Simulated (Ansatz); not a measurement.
# Single-point calculation, with input and output: AlAs

AlAs (slab, 6 atoms in the cell), computed with DFT PBEsol, scalar-relativistic, plane waves, PAW, no spin polarisation (Ansatz 0.2.0).

The structure derives from an entry of the Crystallography Open Database. It belongs to a series of runs on one base structure; here: the substrate alone at its places in the stack. Figures and captions count atoms from 1; the log counts them from 0 in places.

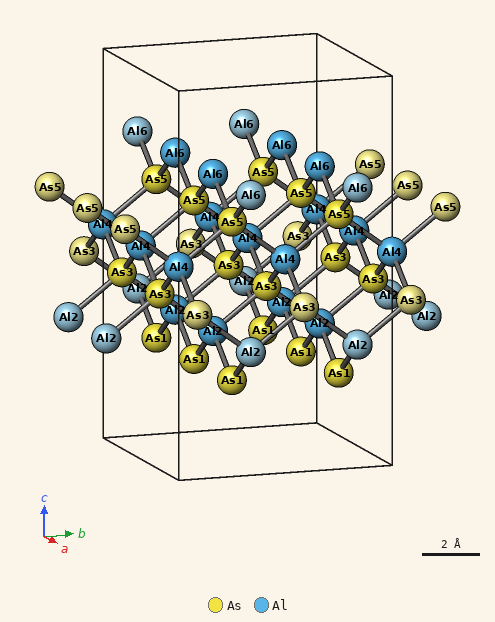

Fig. 1: The structure (ball-and-stick view of the 2 × 2 repeat of the cell, with the vacuum cut short, seen slightly off an axis; neighbours outside the cell are drawn fainter; atoms are numbered from 1 in the order of the input). An atom can appear more than once, as a periodic image.

## Results in brief

- outcome: converged
- electrons treated: 54
- free energy: −16011.2667 eV
- work function, top face: 4.48 eV
- work function, bottom face: 6.05 eV
- Fermi energy: −1.925 eV
- gap on the k-point mesh: none (metallic)
- work function (upper face): 4.48 eV
- largest force (length of the vector): 0.327 eV/Å
- hardware: 4 threads of Intel Xeon (Granite Rapids), 32 GiB of memory available, shared host
- wall time: 11 s (CPU time 43 s)
- peak memory: 1.1 GiB

## Remarks

Warnings of the run: the exchange-correlation potential is rough where the density is thin.

## Input
```yaml
crystal:
  lattice:
    - [4.0125456551, 0.0, 0.0]
    - [0.0, 4.0125456551, 0.0]
    - [0.0, 0.0, 30.279183066]
  atoms:
    - { symbol: As, position: [-0.0015661879, 0.4988947189, 0.2464495649] }
    - { symbol: Al, position: [0.4984363328, 0.4988161073, 0.2927181291] }
    - { symbol: As, position: [0.498371306, -0.001193325, 0.341722266] }
    - { symbol: Al, position: [-0.0016331548, -0.0013218573, 0.3864432472] }
    - { symbol: As, position: [-0.0017097451, 0.4986735255, 0.4357523531] }
    - { symbol: Al, position: [0.4982675332, 0.4984057555, 0.4801829018] }
basis:
  ecutwfc: 420
kpoints:
  mp_grid: { grid: [9, 9, 1] }
hamiltonian:
  xc: pbesol
scf:
  occupations: { method: gaussian, width: 0.1 }
output:
  forces: true
  stress: true
  eigenvalues: true
  write_density: true
  write_potential: true
  elf: true
  volumetric_format: npy
efield:
  axis: 3
  dipole_correction: true
  ramp_width: 0.04
```

Launched with:
```bash
ansatz run input.yaml --threads 4 --pin off --max-ram 10240MiB --backend cpu --events-out ev --progress --plain --runs-dir out
```

## Output
```
Engine: ansatz 0.2.0, x86_64-unknown-linux-gnu
Pseudopotentials: kind: paw
Pseudopotential: As, paw, valence charge 15, recommended cutoff 420 eV (normal), As.paw.azcp
Pseudopotential: Al, paw, valence charge 3, recommended cutoff 420 eV (normal), Al.paw.azcp
Functional definition: PBEsol
  exchange = pbesol_x
  correlation = pbesol_c
Crystal: 6 atoms, lattice volume = 487.511 Å³
Basis set: ecut = 420 eV, 9501 PW (Γ), exchange–correlation on 54×54×432 points (8 copies of the dense FFT grid, shifted against one another)
Bands: 33, of which v1, the nominal top of the filled ones, is band 27 counted from 1 (26 counted from 0)
Symmetry: 1 space group operations
Space group: P1 (ITA 1), of the structure as read, at distance tolerance 7.9e-5 Å
k-points: 41 of 81 (time reversal used)
Non-local potential: As, projectors of the file, l = 0: 2, l = 1: 2, l = 2: 3, l = 3: 1
Non-local potential: Al, projectors of the file, l = 0: 2, l = 1: 2, l = 2: 1
PAW form: soft (Blöchl's): semilocal exchange-correlation on the pseudo side does not see the compensation charge
PAW frozen core: As, regenerated for the run's functional, and the local potential with it (the file was generated under x = pbe(κ = 0.804, μ = 0.2195149727645171), c = pbe(β = 0.06672455060314922))
PAW frozen core: Al, regenerated for the run's functional, and the local potential with it (the file was generated under x = pbe(κ = 0.804, μ = 0.2195149727645171), c = pbe(β = 0.06672455060314922))
PAW one-centre angular grid: As, 590 points (default); XC on 64 Gauss nodes
PAW one-centre angular grid: Al, 110 points (default); XC on 64 Gauss nodes
Initial density: superposition of atomic densities (neutral atoms: chi_scale 0, normalization atom), corrected by the library's trained network
Initial wavefunctions: pseudopotential atomic-orbital guess
Functional: x = pbesol(κ = 0.804, μ = 0.12345679012345678), c = pbesol(β = 0.046)
SCF iter   1: F=—  HF=-16011.409624 eV  |F-HF|=—  |Δ(HF+E_count)|=         —  Δρ=5.79e-3  dr2=5.31e0  ethr=1.77e-3  p=0.094 e·Å  D=3.49e-2 V/Å  ΔV_dip=-1.06 eV  dr2_dipole=1.93e0  V_vac-E_F(+/−)=4.70/5.76 eV  ⟨swp⟩=9.3  Hψ=6677  notcnv=0
efield: sawtooth ramp at fractional position 0.8433 (placed from the atoms, in the widest stretch of the axis that holds none; the zero of the levels goes with the place), width 0.0400; the density the first Hamiltonian is built on has a dipole p = 0.094 e·Å; the dipole correction subtracts the counter field D = 3.49e-2 V/Å, which shifts the + side's vacuum level by -1.06 eV against the − side's; the planar-averaged density in the ramp window peaks in size at 7.3e-8 e/Å³
preconditioner: auto → LDOS  [metal: Δε(μ)=0.035 eV  Ē_g=7.351 eV  σ=0.100 eV  W_gap=0.20  n_scr=62 (ndim 8)  ℏωp=8.2 eV  f_vac=0.644  D(μ)=3.86/eV (n_scr^D=10)  β→1.0]
SCF iter   2: F=—  HF=-16011.279035 eV  |F-HF|=—  |Δ(HF+E_count)|=   1.31e-1  Δρ=1.79e-3  dr2=2.02e-1  ethr=1.77e-3  p=0.149 e·Å  D=5.52e-2 V/Å  ΔV_dip=-1.67 eV  dr2_dipole=5.63e-2  V_vac-E_F(+/−)=4.54/6.21 eV  ⟨swp⟩=2.7  Hψ=1870  notcnv=0  defer=40
SCF iter   3: F=—  HF=-16011.268804 eV  |F-HF|=—  |Δ(HF+E_count)|=   1.02e-2  Δρ=8.07e-4  dr2=1.30e-2  ethr=3.74e-4  p=0.136 e·Å  D=5.06e-2 V/Å  ΔV_dip=-1.53 eV  dr2_dipole=9.07e-5  V_vac-E_F(+/−)=4.54/6.07 eV  ⟨swp⟩=2.0  Hψ=1634  notcnv=0  defer=42
SCF iter   4: F=—  HF=-16011.267176 eV  |F-HF|=—  |Δ(HF+E_count)|=   1.63e-3  Δρ=2.91e-4  dr2=4.44e-3  ethr=2.41e-5  p=0.136 e·Å  D=5.06e-2 V/Å  ΔV_dip=-1.53 eV  dr2_dipole=5.02e-4  V_vac-E_F(+/−)=4.53/6.06 eV  ⟨swp⟩=2.0  Hψ=1721  notcnv=0  defer=42
SCF iter   5: F=—  HF=-16011.266906 eV  |F-HF|=—  |Δ(HF+E_count)|=   2.70e-4  Δρ=2.09e-4  dr2=1.89e-3  ethr=8.22e-6  p=0.138 e·Å  D=5.12e-2 V/Å  ΔV_dip=-1.55 eV  dr2_dipole=3.89e-4  V_vac-E_F(+/−)=4.51/6.06 eV  ⟨swp⟩=2.2  Hψ=1728  notcnv=0  defer=42
SCF iter   6: F=—  HF=-16011.266705 eV  |F-HF|=—  |Δ(HF+E_count)|=   2.01e-4  Δρ=1.10e-4  dr2=5.11e-4  ethr=3.50e-6  p=0.139 e·Å  D=5.16e-2 V/Å  ΔV_dip=-1.56 eV  dr2_dipole=1.46e-4  V_vac-E_F(+/−)=4.49/6.05 eV  ⟨swp⟩=2.9  Hψ=2247  notcnv=0  defer=42
SCF iter   7: F=—  HF=-16011.266656 eV  |F-HF|=—  |Δ(HF+E_count)|=   4.89e-5  Δρ=4.35e-5  dr2=4.57e-5  ethr=9.46e-7  p=0.140 e·Å  D=5.19e-2 V/Å  ΔV_dip=-1.57 eV  dr2_dipole=1.12e-6  V_vac-E_F(+/−)=4.48/6.05 eV  ⟨swp⟩=1.5  Hψ=1418  notcnv=0  defer=42
SCF iter   8: F=—  HF=-16011.266733 eV  |F-HF|=—  |Δ(HF+E_count)|=   7.75e-5  Δρ=2.17e-5  dr2=5.36e-6  ethr=8.46e-8  p=0.140 e·Å  D=5.20e-2 V/Å  ΔV_dip=-1.57 eV  dr2_dipole=2.04e-7  V_vac-E_F(+/−)=4.48/6.05 eV  ⟨swp⟩=2.0  Hψ=2257  notcnv=0  defer=42
SCF iter   9: F=—  HF=-16011.266733 eV  |F-HF|=—  |Δ(HF+E_count)|=   1.10e-7  Δρ=4.57e-6  dr2=3.78e-7  ethr=9.93e-9  p=0.140 e·Å  D=5.20e-2 V/Å  ΔV_dip=-1.58 eV  dr2_dipole=4.20e-8  V_vac-E_F(+/−)=4.48/6.05 eV  ⟨swp⟩=2.0  Hψ=1735  notcnv=0  defer=42
SCF iter  10: F=-16011.266733 eV  HF=-16011.266733 eV  |F-HF|=3.56e-8  |Δ(HF+E_count)|=   2.54e-8  Δρ=1.30e-6  dr2=1.16e-8  ethr=1.85e-10  p=0.140 e·Å  D=5.20e-2 V/Å  ΔV_dip=-1.58 eV  dr2_dipole=2.22e-10  V_vac-E_F(+/−)=4.48/6.05 eV  ⟨swp⟩=20.0  Hψ=11335  notcnv=0
SCF 1 converged in 10 iterations: F = -16011.266733 eV  dr2 = 1.16e-8
  Residual-converged pass: ⟨swp⟩=1.0  Hψ=1518  notcnv=0  max |occ|·‖R‖ = 7.0e-9 eV (tolerance 1.0e-8 eV)  dr2=1.16e-8  dr2_onsite=6.02e-9  max |Δocc| = 6.4e-11
  greatest PAW one-centre occupation: 0.999 electrons in one spin orbital (limit 2), on the As atom at site 0 (counted from 0), in its partial waves of l = 2
```

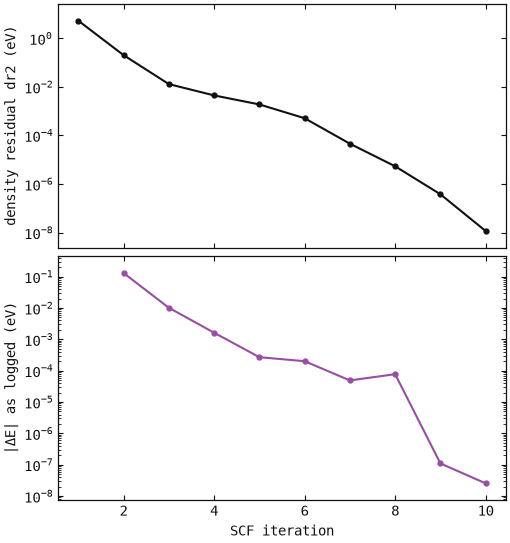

Fig. 2: Convergence of the self-consistent field: density residual dr2 and size of the energy change against the SCF iteration. The residual falls at every step.

```
WARN: The input density's exchange-correlation potential varies sharply where the density is thin. Do not read a vacuum level from v_tot or v_xc, or from such a field of the output density. On a cell that repeats whose density bears no net charge and no dipole along the vacuum's axis use v_es (v_loc + v_h of the components); under efield.dipole_correction with no amplitude use v_es + v_field, which holds any external_charges[].barrier, or the levels of the report's work_function block, which leave it out; under a non-zero efield.amplitude the vacuum is tilted and has no level; on a cell that repeats and bears such a dipole with no correction it is tilted too, and efield.dipole_correction with no amplitude gives each side of its ramp a level where efield: is served; in a cell that repeats whose density bears a net charge (total_charge, or a fill off its count) it is curved and has none; of a slab under crystal.periodic whose density bears no net charge use v_es, which has a level on each side, short of where the two are joined; of another it falls or rises all the way out and has none; of a slab beside external_charges read slab_vacuum_level instead, which it has where they leave it neutral. The grid or the basis barely resolves most such structure, and the values can differ between equally converged runs; as a rule a tighter scf.convergence.dr2_threshold does not remove it. Where the density itself ripples (under the LDA too) a higher basis.ecutwfc lessens it. The files hold the spikes' plane waves up to the density's cutoff. Files: v_tot and the like, and their columns of v_z.tsv (output.write_potential); v_xc and the like, and their columns of v_comp_z.tsv (output.write_potential_components); where files of the output density stand in their place, no point of their own thin density is over the threshold below, and this is of outcome.potential() and, of a run that writes arrays (npy), the arrays of these names. Measured: with its Gaussian average of σ = 0.25 Å subtracted twice, the exchange-correlation potential is over 0.1 eV at 1 of the grid points where the equally averaged density (valence and model cores) is under 1e-3 e/Å³, and 0.111 eV at the most among them, at an averaged density of 3.3e-7 e/Å³. See output.write_potential in the manual, Limitations
SCF converged after 10 iterations
Free energy (F): -16011.266733 eV
Harris-Foulkes:  -16011.266733 eV  (|F-HF|=3.56e-8)
Internal energy: -16011.247053 eV  (E = F + TS)
E sigma→0 (E₀):  -16011.256893 eV
Entropy (-TS):   -0.019681 eV (-3.280 meV/atom)
Fermi energy:    -1.925288 eV
Dipole field:    D = 0.052057 V/Å  (p = 0.140248 e·Å, saw-weighted, corrected)
Work function:   Φ+ = 4.4761 eV   Φ− = 6.0524 eV
Levels:          The Fermi level and band energies are counted from a zero that moves with the ramp; work functions are not
--- Per-component energies (eV) ---
  E_band       = -1259.100304
  E_kinetic    = 372.282292
  E_local      = -49630.604731  (includes V_loc(G=0)·N_el)
  E_nonlocal   = -1972.986345
  E_hartree    = 24803.293132
  E_xc         = -348.946918
  E_vxc        = -318.180674  (∫ρ·V_xc dr)
  E_paw        = -6742.977980  (= ΣΔE_a)
  E_vpaw       = 682.569766  (= ΣTr[D̂ρ^β])
  E_aug_tail   = 0.000016  (compensation charges beyond the density's cutoff)
  E_efield     = 0.003650  (sawtooth field / dipole correction)
  E_vefield    = 1.240197  (∫n·V_field dr)
  E_ewald      = 17505.733128
  E_core_change = 2.956703  (= ΣΔE_core)
  E_smearing   = -0.019681  (= −TS)
  E_closure    = -0.000000  (closes the sum)
  Σ components = -16011.266733   (vs F -16011.266733, Δ=0.00e0)
--- Forces (eV/Å), atoms counted from 1 ---
  atom   1  As    -0.00006035    -0.00030413     0.08799734
  atom   2  Al    -0.00015116    -0.00005093    -0.11125133
  atom   3  As    -0.00001857    -0.00018289    -0.01997381
  atom   4  Al     0.00002219     0.00018588     0.03885062
  atom   5  As    -0.00060430     0.00087909    -0.32249169
  atom   6  Al     0.00081310    -0.00052722     0.32687043
  max |Σ_I F_I| component: 1.57e-6 eV/Å
--- Stress (GPa, compression-positive) ---
        0.131570      -0.000000       0.000695
       -0.000000      -1.072739       0.000492
        0.000695       0.000492       0.136760
  P = ⅓ Tr σ = -0.2681 GPa (-2.681 kbar)
--- Band table (eV; the first three rows and the last of 41) ---
  k-point 0: bands = ["-37.2039", "-37.2029", "-37.2027", "-37.1730", "-37.1600", "-36.6796", "-36.6740", "-36.6662", "-36.6574", "-36.6511", "-36.4604", "-36.4099", "-36.4053", "-36.2692", "-36.2616", "-14.0018", "-13.0592", "-11.6841", "-7.2851", "-5.3765", "-4.3831", "-4.1535", "-3.4333", "-3.0834", "-3.0698", "-2.2224", "-1.7291", "-0.8865", "-0.6328", "0.0586", "0.6894", "1.1598", "1.4498"]
  k-point 1: bands = ["-37.2038", "-37.2029", "-37.2028", "-37.1729", "-37.1601", "-36.6796", "-36.6740", "-36.6662", "-36.6572", "-36.6511", "-36.4603", "-36.4100", "-36.4053", "-36.2692", "-36.2616", "-13.9336", "-13.0125", "-11.6673", "-7.2255", "-5.6054", "-4.3730", "-4.3228", "-3.9927", "-3.3978", "-2.5113", "-2.2153", "-1.9344", "-1.1192", "-0.4418", "0.5281", "0.8576", "1.0273", "1.7540"]
  k-point 2: bands = ["-37.2037", "-37.2029", "-37.2029", "-37.1725", "-37.1602", "-36.6796", "-36.6740", "-36.6663", "-36.6568", "-36.6512", "-36.4600", "-36.4100", "-36.4054", "-36.2692", "-36.2616", "-13.7423", "-12.8923", "-11.6324", "-7.1028", "-6.2325", "-5.0714", "-4.4426", "-4.1540", "-3.3096", "-2.4410", "-2.2047", "-2.1762", "-1.5327", "-0.3028", "0.3137", "0.8087", "1.6175", "2.3717"]
  k-point 40: bands = ["-37.2035", "-37.2033", "-37.2027", "-37.1718", "-37.1604", "-36.6801", "-36.6728", "-36.6662", "-36.6569", "-36.6514", "-36.4599", "-36.4102", "-36.4053", "-36.2695", "-36.2606", "-13.1457", "-12.5763", "-11.2385", "-7.8694", "-7.4252", "-6.4765", "-4.7759", "-3.9832", "-3.8467", "-3.2961", "-2.5674", "-2.2449", "-0.8884", "0.7083", "0.7913", "1.5060", "1.7004", "2.4422"]
```

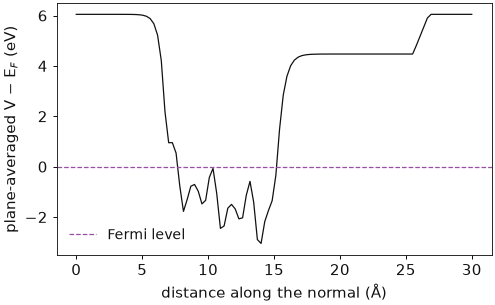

Fig. 3: Plane average of the electrostatic potential energy of an electron across the cell, from the Fermi level. The vacuum level lies 4.48 eV above the Fermi level on the upper side and 6.05 eV on the lower.

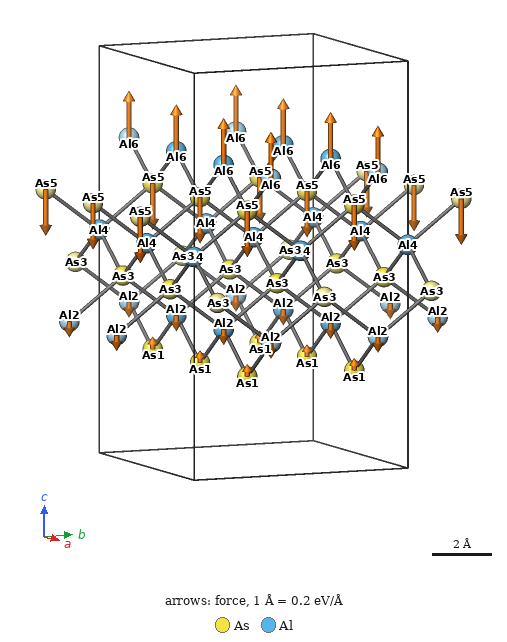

Fig. 4: Forces on the atoms as orange arrows (ball-and-stick view of the 2 × 2 repeat of the cell, with the vacuum cut short, seen slightly off an axis; neighbours outside the cell are drawn fainter; atoms are numbered from 1 in the order of the input); the smallest are left out. The largest act on Al6 (0.33 eV/Å); As5 (0.32 eV/Å); Al2 (0.11 eV/Å). The geometry is not a stationary point of this energy.

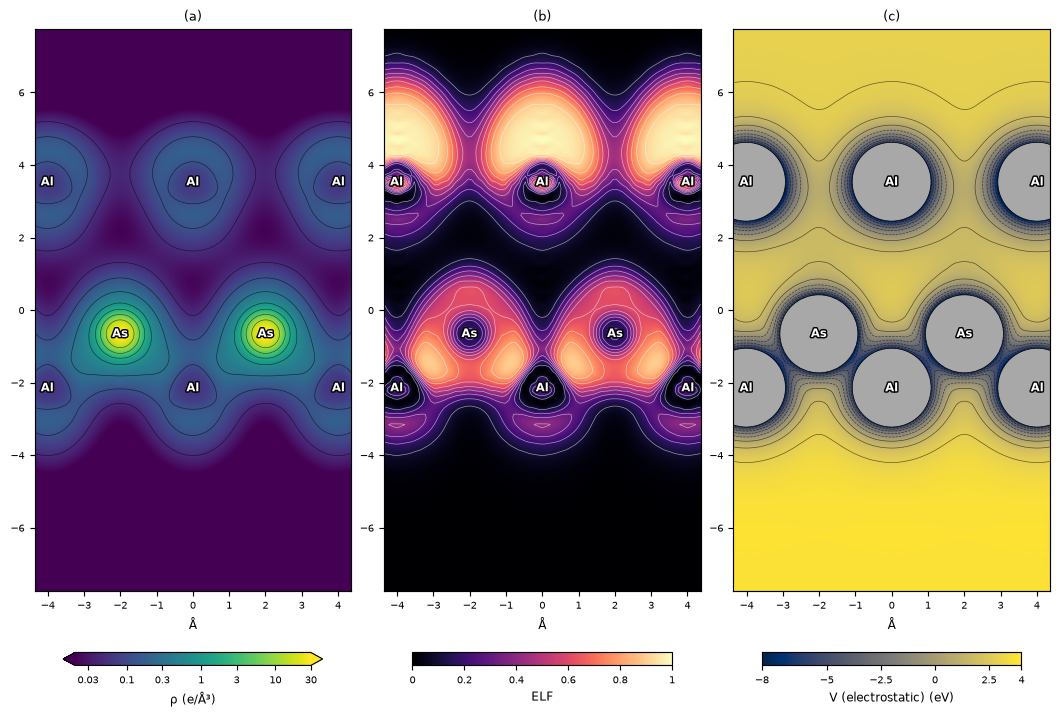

Fig. 5: (a) valence pseudo-density; (b) ELF; (c) electrostatic potential (local pseudopotential plus Hartree) felt by an electron on the (100) plane of the calculation cell, a cut from vacuum to vacuum. Grey discs, where drawn, cover atomic cores. Al–As (2.50 Å): ρ is about 0.43 e/Å³ halfway; the ELF peaks at about 0.90 between the atoms, which marks localised, shared-pair bonding. The density dies away to nearly zero in the vacuum. Core electrons are frozen (PAW), so the fields are smoothed inside the atomic spheres.

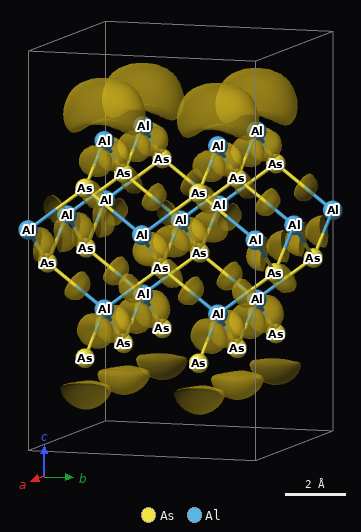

Fig. 6: Isosurface of the ELF at 0.8 (yellow), seen slightly off an axis. Only the valence region is drawn (cores and ρ < 0.01 e/Å³ removed). Sticks mark near contacts. Profiles from the grid: Al–As (2.42 Å): the ELF peaks at about 0.90 between the atoms (a shared electron pair).
